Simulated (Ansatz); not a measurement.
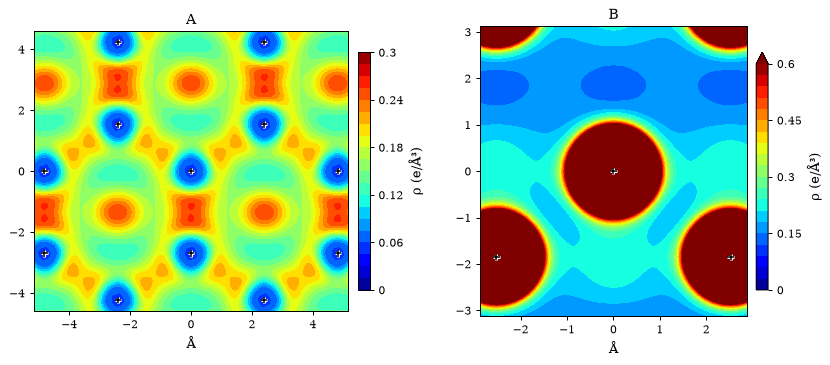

The valence electron density of 2 systems, each on a plane through atoms (crosses mark nuclei in the plane).

Level of theory: Ansatz 0.2.0, DFT r2SCAN, scalar-relativistic, plane waves, PAW.

System 1: Hf, the (100) plane of the calculation cell. Space group P6₃/mmc.

System 2: Al$_{2}$Cu, the (110) plane of the conventional cell. Space group I4/mcm; a structure from a database of computed crystals, not necessarily the ambient phase; computed without spin polarisation.

```
CELL_PARAMETERS angstrom
5.99078 0.00000 0.00000
0.00000 5.99078 0.00000
0.00000 0.00000 4.81216
ATOMIC_POSITIONS crystal
Al 0.15946 0.34054 0.00000
Al 0.65946 0.84054 0.50000
Al 0.65946 0.15946 0.00000
Al 0.15946 0.65946 0.50000
Al 0.34054 0.84054 0.00000
Al 0.84054 0.34054 0.50000
Al 0.34054 0.15946 0.50000
Al 0.84054 0.65946 0.00000
Cu 0.00000 0.00000 0.75000
Cu 0.50000 0.50000 0.25000
Cu 0.00000 0.00000 0.25000
Cu 0.50000 0.50000 0.75000
```

### Which map belongs to which system?

Panel A is system 2, Al$_{2}$Cu: the plane holds Al. Al–Al (2.70 Å): the density is about 0.25 e/Å³ at the midpoint. Panel B is system 1, Hf: the plane holds Hf. Hf–Hf (3.13 Å): the density is about 0.19 e/Å³ at the midpoint.
